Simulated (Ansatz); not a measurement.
## Band-structure calculation of B

The run: band-structure calculation of B (2 atoms in the cell). Method and program: DFT, PBE, PAW with Ansatz's default frozen-core files, scalar-relativistic, no spin polarisation (Ansatz 0.2.0).

It belongs to a series of runs on one base structure; here: volume scaled by 0.4, PAW files.

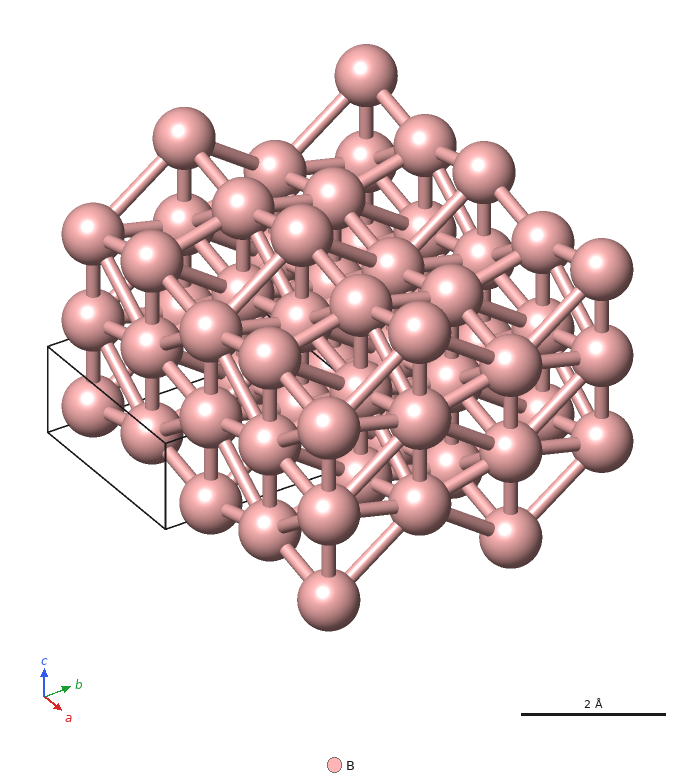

The input geometry (ball-and-stick view of the cell 2 times as large as that of the calculation, set on its symmetry axes, repeated 2 × 2 × 3, seen at an oblique angle). Near neighbours in the crystal (not all of them lie inside the picture): B has 10 B at 1.41 to 1.84 Å.

Summary

- outcome: converged
- space group (tolerance 0.01 Å): I4₁/amd (141)
- electrons treated: 6
- free energy: −302.2155 eV
- Fermi energy: 25.179 eV
- pressure: 589.52 GPa
- electronic character: metal
- largest force (length of the vector): under 0.001 eV/Å
- hardware: 1 thread of AMD EPYC (Zen 4), 64 GiB of memory available, shared host
- wall time: 3.1 s
- peak memory: 0.35 GiB

The cell is under a pressure of 590 GPa at this level, so it is not at its equilibrium volume.

Input
```yaml
crystal:
  lattice:
    - [-1.5055928028, 1.5055928028, 0.7048948715]
    - [1.5055928028, -1.5055928028, 0.7048948715]
    - [1.5055928028, 1.5055928028, -0.7048948715]
  atoms:
    - { symbol: B, position: [-0.375, -0.125, -0.25] }
    - { symbol: B, position: [0.375, 0.125, 0.25] }
kpoints:
  mp_grid: { grid: [21, 21, 21] }
  band_path:
    path:
      - [0.0, 0.0, 0.0]
      - [0.0, 0.0, 0.5]
      - [-0.5, 0.5, 0.5]
      - [0.0, 0.0, 0.0]
      - [0.3047991283, 0.3047991283, -0.3047991283]
      - [-0.3047991283, 0.6952008717, 0.3047991283]
      - [-0.5, 0.5, 0.5]
      - [0.0, 0.0, 0.5]
      - [0.25, 0.25, 0.25]
    npoints: 8
scf:
  occupations: { method: fermi_dirac, width: 0.05 }
hamiltonian:
  xc: pbe
  pseudopotentials: { kind: paw }
output:
  forces: true
  stress: true
  eigenvalues: true
  populations: true
  dos: { projected: true, de: 0.2, e_range: [-14, 8] }
```

Command:
```bash
ansatz run input.yaml --threads 1 --pin off --max-ram 2048MiB --backend cpu --events-out ev --progress --plain --runs-dir out
```

What the program printed
```
Engine: ansatz 0.2.0, x86_64-unknown-linux-gnu
Pseudopotentials: kind: paw
Pseudopotential: B, paw, valence charge 3, recommended cutoff 420 eV (normal), B.paw.azcp
Functional definition: PBE
  parameter kappa = 0.804
  parameter beta = 0.06672455060314922
  exchange = pbe_x(kappa = kappa, mu = beta*pi^2/3)
  correlation = pbe_c(beta = beta)
Crystal: 2 atoms, lattice volume = 6.391 Å³
Basis set: ecut = 420 eV, 119 PW (Γ), exchange–correlation on 30×30×30 points (8 copies of the dense FFT grid, shifted against one another)
Bands: 7, of which v1, the nominal top of the filled ones, is band 3 counted from 1 (2 counted from 0)
Symmetry: 16 space group operations
Space group: I41/amd (ITA 141), of the structure as read, at distance tolerance 1.9e-5 Å
k-points: 726 of 9261
Non-local potential: B, projectors of the file, l = 0: 2, l = 1: 2, l = 2: 1
PAW form: soft (Blöchl's): semilocal exchange-correlation on the pseudo side does not see the compensation charge
PAW one-centre angular grid: B, 110 points (default); XC on 64 Gauss nodes
Initial density: superposition of atomic densities (neutral atoms: chi_scale 0, normalization atom), corrected by the library's trained network
Initial wavefunctions: pseudopotential atomic-orbital guess
Functional: x = pbe(κ = 0.804, μ = 0.2195149727645171), c = pbe(β = 0.06672455060314922)
SCF iter   1: F=—  HF=-302.220818 eV  |F-HF|=—  |Δ(HF+E_count)|=         —  Δρ=3.11e-2  dr2=2.27e-2  ethr=1.77e-3  ⟨swp⟩=4.7  Hψ=35827  notcnv=0
preconditioner: auto → none  [metal: Δε(μ)=0.021 eV  Ē_g=24.532 eV  σ=0.050 eV  W_gap=0.10  n_scr=0 (ndim 8)  ℏωp=36.0 eV  f_vac=0.000  D(μ)=0.33/eV (n_scr^D=4)]
SCF iter   2: F=—  HF=-302.216437 eV  |F-HF|=—  |Δ(HF+E_count)|=   4.38e-3  Δρ=1.50e-2  dr2=5.11e-3  ethr=3.79e-4  ⟨swp⟩=1.7  Hψ=11739  notcnv=0  defer=1
SCF iter   3: F=—  HF=-302.215486 eV  |F-HF|=—  |Δ(HF+E_count)|=   9.50e-4  Δρ=3.50e-4  dr2=1.79e-6  ethr=8.51e-5  ⟨swp⟩=2.0  Hψ=7419  notcnv=0  defer=17
SCF iter   4: F=—  HF=-302.215487 eV  |F-HF|=—  |Δ(HF+E_count)|=   2.90e-7  Δρ=5.32e-5  dr2=4.66e-8  ethr=2.98e-8  ⟨swp⟩=2.0  Hψ=7254  notcnv=0  defer=17
iter 5 did not close the SCF: its close was put off for the readings that it lacked (scf_convergence_deferred on its scf_iter line)
SCF iter   5: F=-302.215487 eV  HF=-302.215487 eV  |F-HF|=1.12e-10  |Δ(HF+E_count)|=   1.66e-8  Δρ=3.01e-6  dr2=1.73e-10  ethr=7.76e-10  ⟨swp⟩=1.1  Hψ=5097  notcnv=0  defer=17
SCF iter   6: F=-302.215487 eV  HF=-302.215487 eV  |F-HF|=3.41e-13  |Δ(HF+E_count)|=  5.57e-11  Δρ=2.76e-7  dr2=8.17e-13  ethr=2.89e-12  ⟨swp⟩=1.8  Hψ=19444  notcnv=0
SCF 1 converged in 6 iterations: F = -302.215487 eV  dr2 = 8.17e-13
  greatest PAW one-centre occupation: 0.708 electrons in one spin orbital (limit 2), on the B atom at site 1 (counted from 0), in its partial waves of l = 0
NSCF: frozen V_eff on 65 k-points
SCF converged after 6 iterations
Free energy (F): -302.215487 eV
Harris-Foulkes:  -302.215487 eV  (|F-HF|=3.41e-13)
Internal energy: -302.212761 eV  (E = F + TS)
E sigma→0 (E₀):  -302.214124 eV
Entropy (-TS):   -0.002726 eV (-1.363 meV/atom)
Fermi energy:    25.178742 eV
--- Per-component energies (eV) ---
  E_band       = 85.291662
  E_kinetic    = 141.650082
  E_local      = 10.900215  (includes V_loc(G=0)·N_el)
  E_nonlocal   = 30.401401
  E_hartree    = 0.860825
  E_xc         = -76.500838
  E_vxc        = -92.114196  (∫ρ·V_xc dr)
  E_paw        = -159.308041  (= ΣΔE_a)
  E_vpaw       = -7.267480  (= ΣTr[D̂ρ^β])
  E_aug_tail   = -0.000009  (compensation charges beyond the density's cutoff)
  E_ewald      = -250.216395
  E_smearing   = -0.002726  (= −TS)
  E_closure    = 0.000000  (closes the sum)
  Σ components = -302.215487   (vs F -302.215487, Δ=0.00e0)
--- Forces (eV/Å), atoms counted from 1 ---
  atom   1  B     -0.00000000    -0.00000000     0.00000000
  atom   2  B      0.00000000    -0.00000000     0.00000000
  max |Σ_I F_I| component: 2.78e-17 eV/Å
--- Stress (GPa, compression-positive) ---
      589.413215       0.000000       0.000000
        0.000000     589.413215       0.000000
        0.000000       0.000000     589.742980
  P = ⅓ Tr σ = 589.5231 GPa (5895.231 kbar)
--- Band table (eV; the first three rows and the last of 726) ---
  k-point 0: bands = ["-0.6028", "18.7734", "18.7734", "31.2021", "36.3760", "45.2308", "45.2308"]
  k-point 1: bands = ["-0.5521", "18.3616", "18.8457", "31.6477", "36.5124", "44.5849", "45.1107"]
  k-point 2: bands = ["-0.4001", "17.2905", "19.0620", "32.7389", "37.0017", "43.0006", "44.7649"]
  k-point 725: bands = ["7.5498", "7.7085", "16.5979", "16.7719", "52.5812", "52.7377", "56.5341"]
--- Löwdin populations: 2 sites ---
  site symbol       q [e]
     0      B      2.9842
     1      B      2.9842
  spilling = 0.005252 (of n_electrons = 6.000000)
```

File dos.tsv
```
# E-E_F[eV]	g_bin_mean(E)[states/eV]	N(E)
# format = ansatz-dos/2
# fermi_ev = 25.178742
# fermi_mp_grid = 21 21 21
# fermi_mp_shift = 0 0 0
# tetrahedron_fermi_ev = 25.176639
# g_bin_mean(E): the states in a bin one row spacing wide, centred on E, divided by that spacing. States that the method places at a single energy (under output.dos.method: tetrahedron, those of a tetrahedron whose four corners have one energy) are counted whole in the row whose bin holds that energy (on the edge of two bins, in the lower row). The sum of g_bin_mean over a run of rows, times the row spacing, is the number of states from half a spacing under the first of them to half a spacing over the last (a plain sum, not the trapezoid rule).
-14.000000	2.747359e-1	2.203857e0
-13.800000	2.822478e-1	2.259484e0
-13.600000	2.950932e-1	2.316982e0
-13.400000	3.168964e-1	2.378397e0
-13.200000	3.151975e-1	2.441723e0
-13.000000	3.125578e-1	2.504879e0
-12.800000	3.046899e-1	2.566730e0
-12.600000	2.857151e-1	2.625791e0
-12.400000	2.788387e-1	2.682040e0
-12.200000	2.576604e-1	2.736252e0
-12.000000	2.229068e-1	2.784670e0
-11.800000	1.988306e-1	2.826061e0
-11.600000	1.804649e-1	2.863986e0
-11.400000	1.681910e-1	2.898806e0
-11.200000	1.600424e-1	2.931545e0
-11.000000	1.501519e-1	2.962488e0
-10.800000	1.473432e-1	2.992160e0
-10.600000	1.456193e-1	3.021441e0
-10.400000	1.454657e-1	3.050515e0
-10.200000	1.483631e-1	3.079914e0
-10.000000	1.460017e-1	3.109400e0
-9.800000	1.456825e-1	3.138495e0
-9.600000	1.463735e-1	3.167687e0
-9.400000	1.467487e-1	3.197023e0
-9.200000	1.487082e-1	3.226523e0
-9.000000	1.498643e-1	3.256409e0
-8.800000	1.514905e-1	3.286513e0
-8.600000	1.580239e-1	3.316990e0
-8.400000	2.108818e-1	3.353145e0
-8.200000	2.497596e-1	3.399302e0
-8.000000	2.849253e-1	3.453043e0
-7.800000	3.073048e-1	3.513065e0
-7.600000	3.247743e-1	3.575826e0
-7.400000	3.405417e-1	3.642379e0
-7.200000	3.676464e-1	3.713242e0
-7.000000	3.968461e-1	3.788759e0
-6.800000	3.745608e-1	3.868199e0
-6.600000	3.617779e-1	3.941140e0
-6.400000	3.687656e-1	4.013265e0
-6.200000	3.727986e-1	4.088584e0
-6.000000	3.596687e-1	4.161889e0
-5.800000	3.443902e-1	4.232092e0
-5.600000	3.355811e-1	4.299944e0
-5.400000	3.312081e-1	4.366559e0
-5.200000	3.261368e-1	4.432422e0
-5.000000	3.187186e-1	4.496871e0
-4.800000	3.111126e-1	4.559881e0
-4.600000	3.047660e-1	4.621377e0
-4.400000	3.008103e-1	4.681908e0
-4.200000	2.960432e-1	4.741668e0
-4.000000	2.920076e-1	4.800401e0
-3.800000	2.889716e-1	4.858470e0
-3.600000	2.863563e-1	4.916045e0
-3.400000	2.824889e-1	4.972931e0
-3.200000	2.795671e-1	5.029198e0
-3.000000	2.770052e-1	5.084727e0
-2.800000	2.748868e-1	5.139948e0
-2.600000	2.726337e-1	5.194687e0
-2.400000	2.713190e-1	5.249031e0
-2.200000	2.753881e-1	5.303602e0
-2.000000	2.763864e-1	5.358946e0
-1.800000	2.735775e-1	5.413936e0
-1.600000	2.774944e-1	5.468751e0
-1.400000	2.873912e-1	5.525281e0
-1.200000	2.977254e-1	5.583347e0
-1.000000	3.080405e-1	5.644275e0
-0.800000	3.377918e-1	5.707930e0
-0.600000	3.765522e-1	5.780626e0
-0.400000	3.622927e-1	5.854638e0
-0.200000	3.660591e-1	5.927017e0
0.000000	3.717235e-1	6.000780e0
0.200000	3.849426e-1	6.076425e0
0.400000	4.023934e-1	6.154919e0
0.600000	4.280149e-1	6.237857e0
0.800000	4.864614e-1	6.327397e0
1.000000	5.711461e-1	6.435882e0
1.200000	4.623196e-1	6.542007e0
1.400000	3.930139e-1	6.625587e0
1.600000	3.619136e-1	6.700684e0
1.800000	3.339019e-1	6.770319e0
2.000000	2.998371e-1	6.833874e0
2.200000	2.767146e-1	6.891125e0
2.400000	2.609636e-1	6.944718e0
2.600000	2.655413e-1	6.996390e0
2.800000	2.746890e-1	7.053020e0
3.000000	2.319853e-1	7.102304e0
3.200000	2.232279e-1	7.147242e0
3.400000	2.094063e-1	7.191222e0
3.600000	1.906707e-1	7.230944e0
3.800000	1.781101e-1	7.267786e0
4.000000	1.661437e-1	7.302224e0
4.200000	1.549264e-1	7.334274e0
4.400000	1.456793e-1	7.364286e0
4.600000	1.386244e-1	7.392654e0
4.800000	1.339070e-1	7.419876e0
5.000000	1.297195e-1	7.446233e0
5.200000	1.268545e-1	7.471817e0
5.400000	1.364695e-1	7.497156e0
5.600000	1.722215e-1	7.528541e0
5.800000	1.858001e-1	7.564297e0
6.000000	1.955078e-1	7.602616e0
6.200000	2.045432e-1	7.642851e0
6.400000	2.160532e-1	7.684523e0
6.600000	2.324439e-1	7.729553e0
6.800000	2.378057e-1	7.776449e0
7.000000	2.579183e-1	7.825806e0
7.200000	2.951659e-1	7.881153e0
7.400000	3.124313e-1	7.942234e0
7.600000	3.204858e-1	8.005522e0
7.800000	3.264687e-1	8.070267e0
8.000000	3.394901e-1	8.136681e0
```

File populations.tsv
```
# site	symbol	l	j	q
# orbitals = lowdin
# n_electrons = 6.000000
# spilling = 0.005252
0	B	0_2S	-	0.472622
0	B	1_2P	-	2.511621
1	B	0_2S	-	0.472622
1	B	1_2P	-	2.511621
```

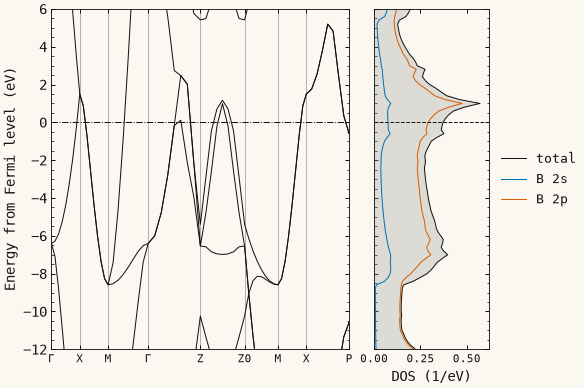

Band structure along Γ–X–M–Γ–Z–Z0–M–X–P and density of states (projected on Löwdin-orthogonalised atomic shells), with energies from the Fermi level. Bands cross the Fermi level: a metal at this level of theory.
